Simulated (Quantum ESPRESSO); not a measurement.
**Zn: 7 runs along one coordinate**

System: Zn (P6₃/mmc, 2 atoms in the cell).
Method: Kohn-Sham DFT of a periodic cell, PBE, SSSP 1.3 efficiency PBE, no spin polarisation (Quantum ESPRESSO 7.5).

The 7 runs differ only in the geometry, by an even scaling of the cell at fixed fractional positions. The structure derives from an entry of the Crystallography Open Database.

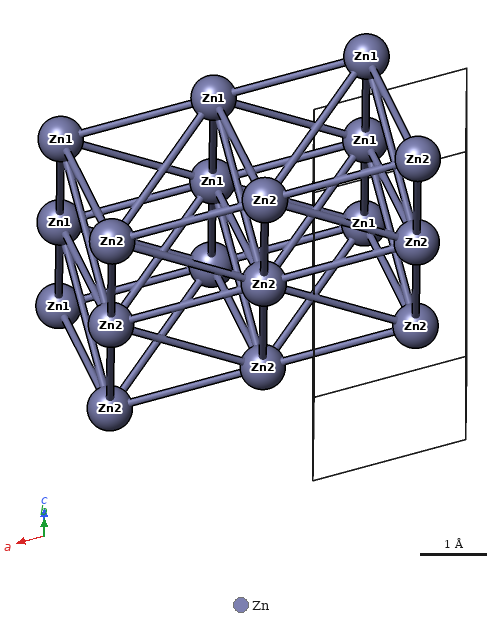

Figure 1. The structure of run 4 (ball-and-stick view of the cell of the calculation, repeated 3 × 3 × 1, seen at an oblique angle; atoms are numbered from 1 in the order of the input).

**Input of run 4**
```
&CONTROL
  calculation = 'scf'
  prefix = 'pwscf'
  outdir = './tmp'
  pseudo_dir = './pseudo'
  tprnfor = .true.
  tstress = .true.
  disk_io = 'nowf'
/
&SYSTEM
  ibrav = 0
  nat = 2
  ntyp = 1
  ecutwfc = 55
  ecutrho = 440
  nbnd = 28
  occupations = 'smearing'
  smearing = 'fd'
  degauss = 0.00367493
/
&ELECTRONS
  conv_thr = 4d-10
  electron_maxstep = 120
  mixing_beta = 0.5
/
ATOMIC_SPECIES
Zn    65.3800 Zn_pbe_v1.uspp.F.UPF
CELL_PARAMETERS angstrom
   2.6700000000    0.0000000000    0.0000000000
  -1.3350000000    2.3122878281    0.0000000000
   0.0000000000    0.0000000000    4.9660000000
ATOMIC_POSITIONS crystal
Zn     0.6666666667    0.3333333333    0.7500000000
Zn     0.3333333333    0.6666666667    0.2500000000
K_POINTS automatic
11 11 6 0 0 0
```

Command:
```bash
OMP_NUM_THREADS=1 pw.x -in pw.in > pw.out
```

Run 6 differs from it as follows:
```diff
-   2.6700000000    0.0000000000    0.0000000000
-  -1.3350000000    2.3122878281    0.0000000000
-   0.0000000000    0.0000000000    4.9660000000
+   2.7051356082    0.0000000000    0.0000000000
+  -1.3525678041    2.3427161574    0.0000000000
+   0.0000000000    0.0000000000    5.0313495994
```

**Results, with one run withheld**

| run | volume per atom (Å³) | free energy per atom, from the lowest run given (meV) | pressure (GPa) |
| --- | --- | --- | --- |
| 1 | 14.410 | 10.79 | 4.42 |
| 2 | 14.716 | 3.83 | 2.48 |
| 3 | 15.023 | 0.36 | 0.76 |
| 4 | 15.330 | 0.00 | −0.75 |
| 5 | 15.636 | 2.39 | −2.10 |
| 6 | 15.943 | ? | ? |
| 7 | 16.249 | 14.07 | −4.31 |

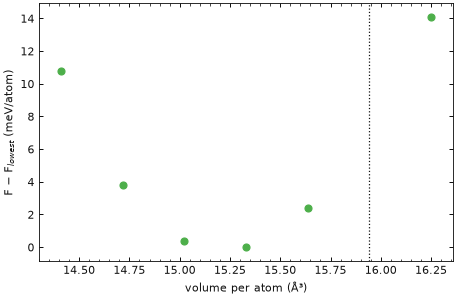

Figure 2. Free energy per atom of the runs given; the dotted line marks run 6.

What should run 6 give?

A cubic polynomial in V^(−2/3) (the Birch–Murnaghan form), fitted to the 6 runs given, misses them by at most 0.01 meV per atom. With x = V^(−2/3) − 0.16291 Å⁻², it reads F = −0.19979 + 17.445 x + 2.9929e+05 x² + 1.1786e+06 x³ (meV per atom). At run 6 it gives 7.18 meV per atom, and the run itself gives 7.16. The slope of the fit gives a pressure −dF/dV of −3.08 GPa there, and the run prints −3.28 GPa. The two needn't agree exactly: the fit is approximate, and the printed stress is taken on a finite basis. The fit has its minimum at 15.212 Å³ per atom, where V d²F/dV² gives 74.3 GPa. Cell shape and fractional positions are held, so this is the stiffness under even scaling; the relaxed bulk modulus wasn't computed.

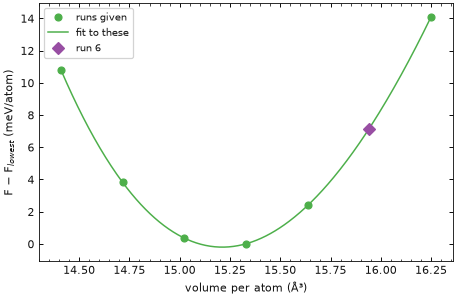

Figure 3. The fit and the withheld run.

**Some lines of the output (run 6)**
```
[...]
     number of k points=    64  Fermi-Dirac smearing, width (Ry)=  0.0037
     total energy              =    -923.08685884 Ry
     total energy              =    -923.10259695 Ry
     total energy              =    -923.10747044 Ry
     total energy              =    -923.10749397 Ry
     total energy              =    -923.10751296 Ry
     total energy              =    -923.10751849 Ry
     total energy              =    -923.10751850 Ry
     total energy              =    -923.10751851 Ry
     the Fermi energy is    12.6021 ev
!    total energy              =    -923.10751851 Ry
     The total energy is F=E-TS. E is the sum of the following terms:
     Computing stress (Cartesian axis) and pressure
          total   stress  (Ry/bohr**3)                   (kbar)     P=      -32.80
```
